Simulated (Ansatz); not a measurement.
Band-structure calculation, with input and output: HfN (part 1 of 2)

System: HfN (slab, 14 atoms in the cell).
Method: DFT PBEsol, spin-orbit coupling, plane waves, PAW (Ansatz 0.2.0).

It belongs to a series of runs on one base structure; here: bands of the relaxed slab with spin-orbit coupling.

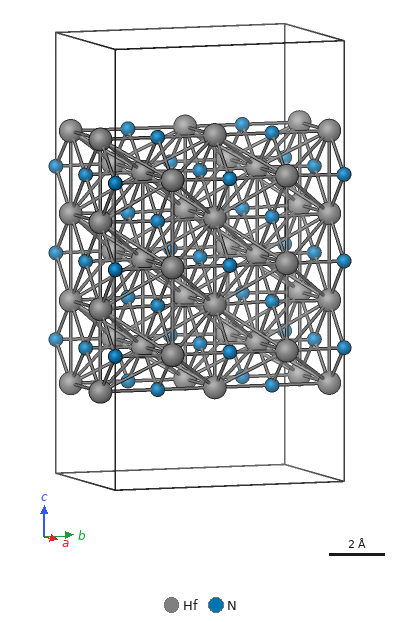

**Figure 1.** The input geometry (ball-and-stick view of the 2 × 2 repeat of the cell, with the vacuum cut short, seen slightly off an axis).

Key numbers

```tsv
quantity	value
outcome	converged
electrons treated	217
free energy	−111983.9107 eV
work function, top face	3.58 eV
work function, bottom face	3.58 eV
Fermi energy	8.868 eV
gap on the k-point mesh	none (metallic)
net moment of the cell	0.00 μB
integrated absolute moment	0.00 μB
work function (upper face)	3.58 eV
largest force (length of the vector)	0.048 eV/Å
hardware	2 threads of Intel Xeon (Granite Rapids), 64 GiB of memory available, shared host
wall time	28 min (CPU time 54 min)
peak memory	4.1 GiB
```

Notes on the run: the exchange-correlation potential is rough where the density is thin.

The input
```yaml
crystal:
  lattice:
    - [3.1830776068, 0.0, 0.0]
    - [0.0, 4.5015515216, 0.0]
    - [0.0, 0.0, 24.5492328204]
  atoms:
    - { symbol: Hf, position: [0.5, 0.0, 0.3090752099] }
    - { symbol: "N", position: [0.5, 0.5, 0.3091248702] }
    - { symbol: Hf, position: [0.0, 0.5, 0.367628166] }
    - { symbol: "N", position: [0.0, 0.0, 0.3689064101] }
    - { symbol: Hf, position: [0.5, 0.0, 0.434236347] }
    - { symbol: "N", position: [0.5, 0.5, 0.4360191624] }
    - { symbol: Hf, position: [0.0, 0.5, 0.4999999998] }
    - { symbol: "N", position: [0.0, 0.0, 0.5000000019] }
    - { symbol: Hf, position: [0.5, 0.0, 0.5657636566] }
    - { symbol: "N", position: [0.5, 0.5, 0.5639808359] }
    - { symbol: Hf, position: [0.0, 0.5, 0.6323718327] }
    - { symbol: "N", position: [0.0, 0.0, 0.6310935933] }
    - { symbol: Hf, position: [0.5, 0.0, 0.6909247853] }
    - { symbol: "N", position: [0.5, 0.5, 0.6908751287] }
basis:
  ecutwfc: 420
kpoints:
  mp_grid: { grid: [11, 8, 1] }
  band_path:
    path: [[0.5, 0, 0], [0, 0, 0], [0, 0.5, 0], [0.5, 0.5, 0], [0, 0, 0]]
    npoints: 12
hamiltonian:
  xc: pbesol
scf:
  occupations: { method: gaussian, width: 0.1 }
  n_extra_bands: 68
output:
  forces: true
  stress: true
  eigenvalues: true
  populations: true
  fatbands: true
  write_density: true
  write_potential: true
  elf: true
  volumetric_format: npy
magnetization:
  noncollinear: true
  spin_orbit: true
efield:
  axis: 3
  dipole_correction: true
  ramp_width: 0.04
```

Launch command:
```bash
ansatz run input.yaml --threads 2 --pin off --max-ram 4096MiB --backend cpu --events-out ev --progress --plain --runs-dir out
```

Output
```
scf.n_extra_bands = 68 over 217 filled bands (N_el = 217.0): the run solves 285 bands
Engine: ansatz 0.2.0, x86_64-unknown-linux-gnu
Pseudopotentials: kind: paw_fr
Pseudopotential: Hf, paw_fr, valence charge 26, recommended cutoff 420 eV (normal), Hf.paw.azcp#standard-fr
Pseudopotential: N, paw_fr, valence charge 5, recommended cutoff 420 eV (normal), N.paw.azcp#standard-fr
Functional definition: PBEsol
  exchange = pbesol_x
  correlation = pbesol_c
non-collinear run that drives no moment, with spin-orbit: no starting moment large enough to seed its density (crystal.atoms[].spin), no starting occupations that ask for one, no magnetisation constraint and no magnetic field, so the semilocal B_xc is pinned to zero
Crystal: 14 atoms, lattice volume = 351.761 Å³
Basis set: ecut = 420 eV, 6855 PW (Γ), exchange–correlation on 48×64×360 points (8 copies of the dense FFT grid, shifted against one another)
Bands: 285, of which v1, the nominal top of the filled ones, is band 217 counted from 1 (216 counted from 0)
Symmetry: 4 space group operations + 4 with time reversal
k-points: 30 of 88
Projection manifold: j_resolved (fully-relativistic pseudo-atomic orbitals)
Non-local potential: Hf, projectors of the file, l = 0: 3, l = 1: 4, l = 2: 4, l = 3: 6
Non-local potential: N, projectors of the file, l = 0: 2, l = 1: 4, l = 2: 2
PAW form: soft (Blöchl's): semilocal exchange-correlation on the pseudo side does not see the compensation charge
PAW frozen core: Hf, regenerated for the run's functional, and the local potential with it (the file was generated under x = pbe(κ = 0.804, μ = 0.2195149727645171), c = pbe(β = 0.06672455060314922))
PAW frozen core: N, regenerated for the run's functional, and the local potential with it (the file was generated under x = pbe(κ = 0.804, μ = 0.2195149727645171), c = pbe(β = 0.06672455060314922))
PAW one-centre angular grid: Hf, 590 points (default); XC on 64 Gauss nodes
PAW one-centre angular grid: N, 110 points (default); XC on 64 Gauss nodes
Initial density: superposition of atomic densities (neutral atoms: chi_scale 0, normalization atom)
Initial wavefunctions: pseudopotential atomic-orbital guess
Functional: x = pbesol(κ = 0.804, μ = 0.12345679012345678), c = pbesol(β = 0.046)
SCF iter   1: F=—  HF=-112000.180531 eV  |F-HF|=—  |Δ(HF+E_count)|=         —  Δρ=1.05e-1  dr2=7.24e1  dr2_m=0.00e0 (ungated)  ethr=3.10e-3  |M|=0.00e0 ∫|m|=0.00e0 μB  |m|>n=0.0e0 m-floor=0.0e0 τ_xc=0.0e0  β_m=1.00  p=0.000 e·Å  D=1.26e-13 V/Å  ΔV_dip=-0.00 eV  dr2_dipole=3.87e-6  V_vac-E_F(+/−)=7.11/7.11 eV  ⟨swp⟩=7.5  Hψ=43755  notcnv=0  defer=586
efield: sawtooth ramp at fractional position 0.9800 (placed from the atoms, in the widest stretch of the axis that holds none; the zero of the levels goes with the place), width 0.0400; the density the first Hamiltonian is built on has a dipole p = 0.000 e·Å; the dipole correction subtracts the counter field D = 1.26e-13 V/Å, which shifts the + side's vacuum level by -0.00 eV against the − side's; the planar-averaged density in the ramp window peaks in size at 3.2e-8 e/Å³
preconditioner: auto → LDOS  [metal: Δε(μ)=0.022 eV  Ē_g=18.497 eV  σ=0.100 eV  W_gap=0.12  n_scr=98 (ndim 8)  ℏωp=28.2 eV  f_vac=0.488  D(μ)=4.87/eV (n_scr^D=22)  β→1.0]
spin=Noncollinear: LDOS preconditioning applied to the charge; magnetization (m_x, m_y, m_z) channels mix plain (no charge-response kernel on spin).
SCF iter   2: F=—  HF=-112005.064654 eV  |F-HF|=—  |Δ(HF+E_count)|=    4.88e0  Δρ=1.37e-1  dr2=2.44e2  dr2_m=0.00e0 (ungated)  ethr=3.10e-3  |M|=0.00e0 ∫|m|=0.00e0 μB  |m|>n=0.0e0 m-floor=0.0e0 τ_xc=0.0e0  β_m=0.56  p=0.002 e·Å  D=8.23e-4 V/Å  ΔV_dip=-0.02 eV  dr2_dipole=6.22e-3  V_vac-E_F(+/−)=-0.45/-0.43 eV  ⟨swp⟩=6.9  Hψ=23501  notcnv=0  defer=1781  recentre
SCF iter   3: F=—  HF=-111985.660025 eV  |F-HF|=—  |Δ(HF+E_count)|=    1.94e1  Δρ=2.90e-2  dr2=1.28e1  dr2_m=0.00e0 (ungated)  ethr=3.10e-3  |M|=0.00e0 ∫|m|=0.00e0 μB  |m|>n=0.0e0 m-floor=0.0e0 τ_xc=0.0e0  β_m=0.74  p=0.000 e·Å  D=4.08e-5 V/Å  ΔV_dip=-0.00 eV  dr2_dipole=2.12e-7  V_vac-E_F(+/−)=4.97/4.97 eV  ⟨swp⟩=4.5  Hψ=21745  notcnv=0  defer=1758
SCF iter   4: F=—  HF=-111984.183479 eV  |F-HF|=—  |Δ(HF+E_count)|=    1.48e0  Δρ=7.07e-3  dr2=1.36e0  dr2_m=0.00e0 (ungated)  ethr=3.10e-3  |M|=0.00e0 ∫|m|=0.00e0 μB  |m|>n=0.0e0 m-floor=0.0e0 τ_xc=0.0e0  β_m=0.69  p=-0.005 e·Å  D=-2.60e-3 V/Å  ΔV_dip=0.06 eV  dr2_dipole=6.61e-4  V_vac-E_F(+/−)=6.90/6.87 eV  ⟨swp⟩=2.4  Hψ=10395  notcnv=0  defer=1798
SCF iter   5: F=—  HF=-111983.960894 eV  |F-HF|=—  |Δ(HF+E_count)|=   2.23e-1  Δρ=3.10e-3  dr2=1.83e-1  dr2_m=0.00e0 (ungated)  ethr=6.26e-4  |M|=0.00e0 ∫|m|=0.00e0 μB  |m|>n=0.0e0 m-floor=0.0e0 τ_xc=0.0e0  β_m=0.84  p=-0.002 e·Å  D=-1.04e-3 V/Å  ΔV_dip=0.03 eV  dr2_dipole=3.37e-10  V_vac-E_F(+/−)=5.50/5.50 eV  ⟨swp⟩=2.9  Hψ=10505  notcnv=0  defer=1766
SCF iter   6: F=—  HF=-111983.913939 eV  |F-HF|=—  |Δ(HF+E_count)|=   4.70e-2  Δρ=2.40e-3  dr2=8.05e-2  dr2_m=0.00e0 (ungated)  ethr=8.45e-5  |M|=0.00e0 ∫|m|=0.00e0 μB  |m|>n=0.0e0 m-floor=0.0e0 τ_xc=0.0e0  β_m=0.78  p=0.001 e·Å  D=4.79e-4 V/Å  ΔV_dip=-0.01 eV  dr2_dipole=4.52e-4  V_vac-E_F(+/−)=3.76/3.78 eV  ⟨swp⟩=2.8  Hψ=11777  notcnv=0  defer=1766
SCF iter   7: F=—  HF=-111983.912920 eV  |F-HF|=—  |Δ(HF+E_count)|=   1.02e-3  Δρ=7.84e-4  dr2=1.82e-2  dr2_m=0.00e0 (ungated)  ethr=3.71e-5  |M|=0.00e0 ∫|m|=0.00e0 μB  |m|>n=0.0e0 m-floor=0.0e0 τ_xc=0.0e0  β_m=0.69  p=0.002 e·Å  D=8.73e-4 V/Å  ΔV_dip=-0.02 eV  dr2_dipole=4.40e-4  V_vac-E_F(+/−)=3.19/3.21 eV  ⟨swp⟩=2.7  Hψ=11581  notcnv=0  defer=1760
SCF iter   8: F=—  HF=-111983.910019 eV  |F-HF|=—  |Δ(HF+E_count)|=   2.90e-3  Δρ=3.90e-4  dr2=9.33e-4  dr2_m=0.00e0 (ungated)  ethr=8.41e-6  |M|=0.00e0 ∫|m|=0.00e0 μB  |m|>n=0.0e0 m-floor=0.0e0 τ_xc=0.0e0  β_m=0.67  p=0.001 e·Å  D=4.19e-4 V/Å  ΔV_dip=-0.01 eV  dr2_dipole=5.56e-5  V_vac-E_F(+/−)=3.47/3.48 eV  ⟨swp⟩=2.6  Hψ=11736  notcnv=0  defer=1760
SCF iter   9: F=—  HF=-111983.910296 eV  |F-HF|=—  |Δ(HF+E_count)|=   2.77e-4  Δρ=2.15e-4  dr2=4.11e-4  dr2_m=0.00e0 (ungated)  ethr=4.30e-7  |M|=0.00e0 ∫|m|=0.00e0 μB  |m|>n=0.0e0 m-floor=0.0e0 τ_xc=0.0e0  β_m=0.67  p=0.000 e·Å  D=2.35e-4 V/Å  ΔV_dip=-0.01 eV  dr2_dipole=8.16e-6  V_vac-E_F(+/−)=3.58/3.58 eV  ⟨swp⟩=3.2  Hψ=16563  notcnv=0  defer=1760
SCF iter  10: F=—  HF=-111983.910430 eV  |F-HF|=—  |Δ(HF+E_count)|=   1.34e-4  Δρ=1.29e-4  dr2=5.50e-5  dr2_m=0.00e0 (ungated)  ethr=1.89e-7  |M|=0.00e0 ∫|m|=0.00e0 μB  |m|>n=0.0e0 m-floor=0.0e0 τ_xc=0.0e0  β_m=0.77  p=0.000 e·Å  D=1.66e-4 V/Å  ΔV_dip=-0.00 eV  dr2_dipole=3.25e-6  V_vac-E_F(+/−)=3.58/3.58 eV  ⟨swp⟩=2.3  Hψ=11281  notcnv=0  defer=1760
SCF iter  11: F=—  HF=-111983.910700 eV  |F-HF|=—  |Δ(HF+E_count)|=   2.70e-4  Δρ=5.08e-5  dr2=5.60e-6  dr2_m=0.00e0 (ungated)  ethr=2.53e-8  |M|=0.00e0 ∫|m|=0.00e0 μB  |m|>n=0.0e0 m-floor=0.0e0 τ_xc=0.0e0  β_m=0.83  p=0.000 e·Å  D=6.73e-5 V/Å  ΔV_dip=-0.00 eV  dr2_dipole=7.14e-8  V_vac-E_F(+/−)=3.58/3.58 eV  ⟨swp⟩=3.1  Hψ=11623  notcnv=0  defer=1760
SCF iter  12: F=—  HF=-111983.910717 eV  |F-HF|=—  |Δ(HF+E_count)|=   1.75e-5  Δρ=2.20e-5  dr2=1.56e-6  dr2_m=0.00e0 (ungated)  ethr=2.58e-9  |M|=0.00e0 ∫|m|=0.00e0 μB  |m|>n=0.0e0 m-floor=0.0e0 τ_xc=0.0e0  β_m=0.72  p=0.000 e·Å  D=2.69e-5 V/Å  ΔV_dip=-0.00 eV  dr2_dipole=2.91e-8  V_vac-E_F(+/−)=3.58/3.58 eV  ⟨swp⟩=3.0  Hψ=13329  notcnv=0  defer=1760
SCF iter  13: F=—  HF=-111983.910719 eV  |F-HF|=—  |Δ(HF+E_count)|=   2.01e-6  Δρ=7.29e-6  dr2=2.60e-7  dr2_m=0.00e0 (ungated)  ethr=7.20e-10  |M|=0.00e0 ∫|m|=0.00e0 μB  |m|>n=0.0e0 m-floor=0.0e0 τ_xc=0.0e0  β_m=0.68  p=0.000 e·Å  D=1.37e-5 V/Å  ΔV_dip=-0.00 eV  dr2_dipole=3.25e-8  V_vac-E_F(+/−)=3.58/3.58 eV  ⟨swp⟩=3.0  Hψ=14407  notcnv=0  defer=1760
SCF iter  14: F=-111983.910720 eV  HF=-111983.910720 eV  |F-HF|=8.09e-8  |Δ(HF+E_count)|=   4.78e-7  Δρ=3.59e-6  dr2=6.24e-8  dr2_m=0.00e0 (ungated)  ethr=4.61e-11  |M|=0.00e0 ∫|m|=0.00e0 μB  |m|>n=0.0e0 m-floor=0.0e0 τ_xc=0.0e0  p=0.000 e·Å  D=8.09e-6 V/Å  ΔV_dip=-0.00 eV  dr2_dipole=1.04e-8  V_vac-E_F(+/−)=3.58/3.58 eV  ⟨swp⟩=25.6  Hψ=105494  notcnv=0
SCF 1 converged in 14 iterations: F = -111983.910720 eV  dr2 = 6.24e-8
  greatest PAW one-centre occupation: 0.998 electrons in one spin orbital (limit 2), on the Hf atom at site 10 (counted from 0), in its partial waves of l = 0
```

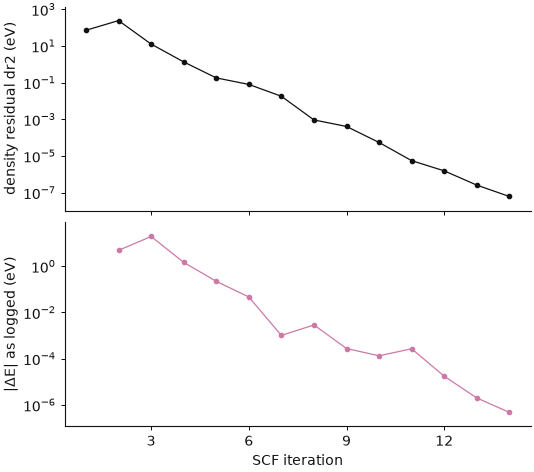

**Figure 2.** Convergence of the self-consistent field: density residual dr2 and size of the energy change against the SCF iteration. The residual comes down, with one marked jump up, by a factor of about 3, at step 2.

```
NSCF: frozen V_eff on 49 k-points
efield: sawtooth ramp at fractional position 0.9800 (kept from the solve that this one continues, or follows in the run), width 0.0400; the density the first Hamiltonian is built on has a dipole p = 0.000 e·Å; the dipole correction subtracts the counter field D = 8.09e-6 V/Å, which shifts the + side's vacuum level by -0.00 eV against the − side's; the planar-averaged density in the ramp window peaks in size at 2.0e-6 e/Å³
WARN: The output density's exchange-correlation potential varies sharply where the density is thin. Do not read a vacuum level from v_tot or v_xc, or from such a field of the output density. On a cell that repeats whose density bears no net charge and no dipole along the vacuum's axis use v_es (v_loc + v_h of the components); under efield.dipole_correction with no amplitude use v_es + v_field, which holds any external_charges[].barrier, or the levels of the report's work_function block, which leave it out; under a non-zero efield.amplitude the vacuum is tilted and has no level; on a cell that repeats and bears such a dipole with no correction it is tilted too, and efield.dipole_correction with no amplitude gives each side of its ramp a level where efield: is served; in a cell that repeats whose density bears a net charge (total_charge, or a fill off its count) it is curved and has none; of a slab under crystal.periodic whose density bears no net charge use v_es, which has a level on each side, short of where the two are joined; of another it falls or rises all the way out and has none; of a slab beside external_charges read slab_vacuum_level instead, which it has where they leave it neutral. The grid or the basis barely resolves most such structure, and the values can differ between equally converged runs; as a rule a tighter scf.convergence.dr2_threshold does not remove it. Where the density itself ripples (under the LDA too) a higher basis.ecutwfc lessens it. The files hold the spikes' plane waves up to the density's cutoff. Files: v_tot_of_output_density and the like, and their columns of v_z.tsv (output.write_potential); v_xc_of_output_density and the like, and their columns of v_comp_z.tsv (output.write_potential_components). Measured: with its Gaussian average of σ = 0.25 Å subtracted twice, the exchange-correlation potential is over 0.1 eV at 2741 of the grid points where the equally averaged density (valence and model cores) is under 1e-3 e/Å³, and 1.74 eV at the most among them, at an averaged density of 3.2e-7 e/Å³. The input density's (outcome.potential() and, of a run that writes arrays, v_tot and v_xc) is over 0.1 eV, so measured, at 242 points of its own thin density, 0.207 eV at the most. See output.write_potential in the manual, Limitations
SCF converged after 14 iterations
the last check of whether an eigenvalue changes by more than its tolerance under the output density was not made (no_room)
Magnetization: |M| = 0.0000 μB,  M = (+0.0000, +0.0000, +0.0000) μB
Absolute magnetization: 0.0000 μB (∫|m|)
  site 0: m = (+0.0000, +0.0000, +0.0000) μB, |m| = 0.0000 μB  (R = 0.89 Å)
  site 1: m = (+0.0000, +0.0000, +0.0000) μB, |m| = 0.0000 μB  (R = 0.88 Å)
  site 2: m = (+0.0000, +0.0000, +0.0000) μB, |m| = 0.0000 μB  (R = 0.88 Å)
  site 3: m = (+0.0000, +0.0000, +0.0000) μB, |m| = 0.0000 μB  (R = 0.89 Å)
  site 4: m = (+0.0000, +0.0000, +0.0000) μB, |m| = 0.0000 μB  (R = 0.93 Å)
  site 5: m = (+0.0000, +0.0000, +0.0000) μB, |m| = 0.0000 μB  (R = 0.92 Å)
  site 6: m = (+0.0000, +0.0000, +0.0000) μB, |m| = 0.0000 μB  (R = 0.92 Å)
  site 7: m = (+0.0000, +0.0000, +0.0000) μB, |m| = 0.0000 μB  (R = 0.93 Å)
  site 8: m = (+0.0000, +0.0000, +0.0000) μB, |m| = 0.0000 μB  (R = 0.93 Å)
  site 9: m = (+0.0000, +0.0000, +0.0000) μB, |m| = 0.0000 μB  (R = 0.92 Å)
  site 10: m = (+0.0000, +0.0000, +0.0000) μB, |m| = 0.0000 μB  (R = 0.88 Å)
  site 11: m = (+0.0000, +0.0000, +0.0000) μB, |m| = 0.0000 μB  (R = 0.89 Å)
  site 12: m = (+0.0000, +0.0000, +0.0000) μB, |m| = 0.0000 μB  (R = 0.89 Å)
  site 13: m = (+0.0000, +0.0000, +0.0000) μB, |m| = 0.0000 μB  (R = 0.88 Å)
Free energy (F): -111983.910720 eV
Harris-Foulkes:  -111983.910720 eV  (|F-HF|=8.09e-8)
Internal energy: -111983.873092 eV  (E = F + TS)
E sigma→0 (E₀):  -111983.891906 eV
Entropy (-TS):   -0.037627 eV (-2.688 meV/atom)
Fermi energy:    8.868020 eV
Dipole field:    D = 0.000112 V/Å  (p = 0.000217 e·Å, saw-weighted, corrected)
Work function:   Φ+ = 3.5775 eV   Φ− = 3.5802 eV
Levels:          The Fermi level and band energies are counted from a zero that moves with the ramp; work functions are not
--- Per-component energies (eV) ---
  E_band       = -1923.369282
  E_kinetic    = 3890.331627
  E_local      = -402645.054166  (includes V_loc(G=0)·N_el)
  E_nonlocal   = -8357.880112
  E_hartree    = 198890.537210
  E_xc         = -2504.231969
  E_vxc        = -2402.091451  (∫ρ·V_xc dr)
  E_paw        = -48632.773959  (= ΣΔE_a)
  E_vpaw       = 9810.199065  (= ΣTr[D̂ρ^β])
  E_aug_tail   = 0.000641  (compensation charges beyond the density's cutoff)
  E_efield     = 0.000000  (sawtooth field / dipole correction)
  E_vefield    = 0.000000  (∫n·V_field dr)
  E_ewald      = 147366.208827
  E_core_change = 8.988810  (= ΣΔE_core)
  E_smearing   = -0.037627  (= −TS)
  E_closure    = 0.000000  (closes the sum)
  Σ components = -111983.910720   (vs F -111983.910720, Δ=0.00e0)
--- Forces (eV/Å), atoms counted from 1 ---
  atom   1  Hf     0.00000000     0.00000000     0.04745029
  atom   2  N      0.00000000     0.00000000     0.00106073
  atom   3  Hf     0.00000000     0.00000000     0.00378193
  atom   4  N      0.00000000     0.00000000    -0.03386181
  atom   5  Hf     0.00000000     0.00000000    -0.02184526
  atom   6  N      0.00000000     0.00000000    -0.01814195
  atom   7  Hf     0.00000000     0.00000000     0.00000352
  atom   8  N      0.00000000     0.00000000    -0.00000569
  atom   9  Hf     0.00000000     0.00000000     0.02182761
  atom  10  N      0.00000000     0.00000000     0.01814735
  atom  11  Hf     0.00000000     0.00000000    -0.00381472
  atom  12  N      0.00000000     0.00000000     0.03388095
  atom  13  Hf     0.00000000     0.00000000    -0.04750996
  atom  14  N      0.00000000     0.00000000    -0.00107347
  max |Σ_I F_I| component: 1.00e-4 eV/Å
--- Stress (GPa, compression-positive) ---
        0.848139       0.000000       0.000000
        0.000000      -5.256186       0.000000
        0.000000       0.000000      -0.061569
  P = ⅓ Tr σ = -1.4899 GPa (-14.899 kbar)
--- Band table (eV; the first three rows and the last of 30) ---
```
